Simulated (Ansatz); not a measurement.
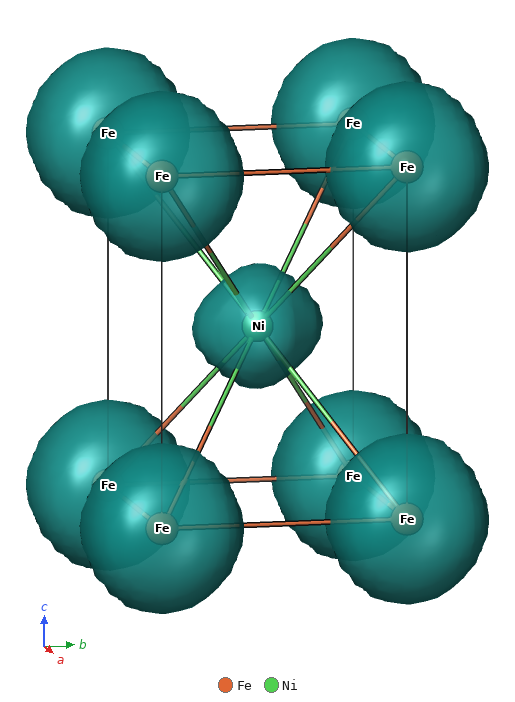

FeNi. Isosurface of the spin density at +0.2 e/Å³ (teal), seen slightly off an axis. Sticks mark near contacts.

Space group P4/mmm; changed on purpose from its base cell (volume × 1.03, shape and atoms relaxed); computed pressure about −6 GPa in this cell; spin-polarised.

Theory: DFT PBEsol, scalar-relativistic, plane waves, PAW (Ansatz 0.2.0).

Core electrons are frozen (PAW), and the valence fields are smoothed inside the atomic spheres.

Where is the spin, and how is it ordered?

Answer. The spin density sits on Fe: +2.6 μB; Ni: +0.7 μB in one cell of 2 atoms: parallel main moments (a ferromagnetic arrangement) in this solution. The cell of the calculation (2 atoms) carries 3.2 μB of net spin moment.
